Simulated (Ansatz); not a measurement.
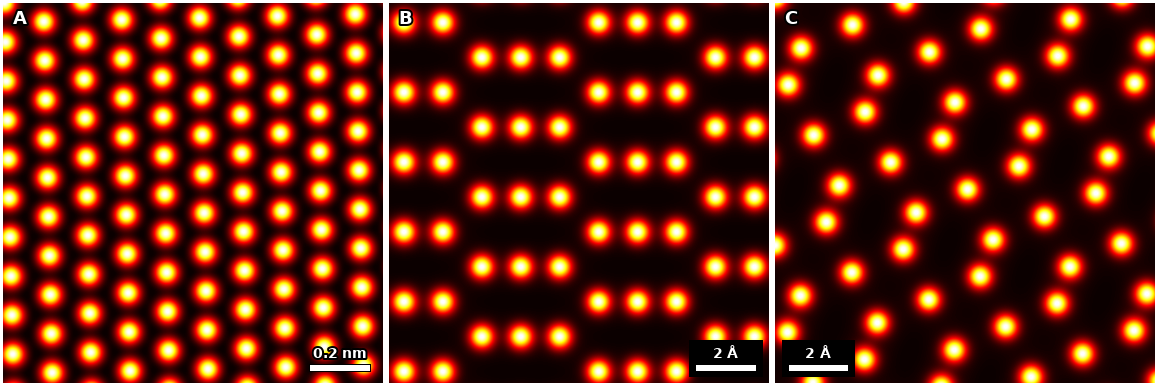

Three views of Al (P6/mmm, No. 191) along different zone axes. Simulation: incoherent imaging, intensity Z^1.7 per atom, probe width 0.64 Å, thin sample. The probe carries 25 % of its weight in a tail 2.5 times as wide. Structure: coordinates from a relaxation with Ansatz, DFT PBE, scalar-relativistic, plane waves, PAW; the starting structure was generated, so it need not be a known form of this composition.

```
Al
1.0
     4.61475    0.00000    0.00000
    -2.30737    3.99649    0.00000
     0.00000    0.00000    2.78982
Al
3
Direct
  0.33333 0.66667 0.50000
  0.00000 0.00000 0.00000
  0.66667 0.33333 0.50000
```

> Match the panels to the zone axes [100], [101] and [201].

A is [201]: projected cell 1.34 × 1.49 Å, 117°, plane group c2mm. B is [101]: projected cell 2.39 × 4.17 Å, 107°, plane group c2mm. C is [100]: projected cell 2.79 × 4.00 Å, 90°, plane group p2mm.
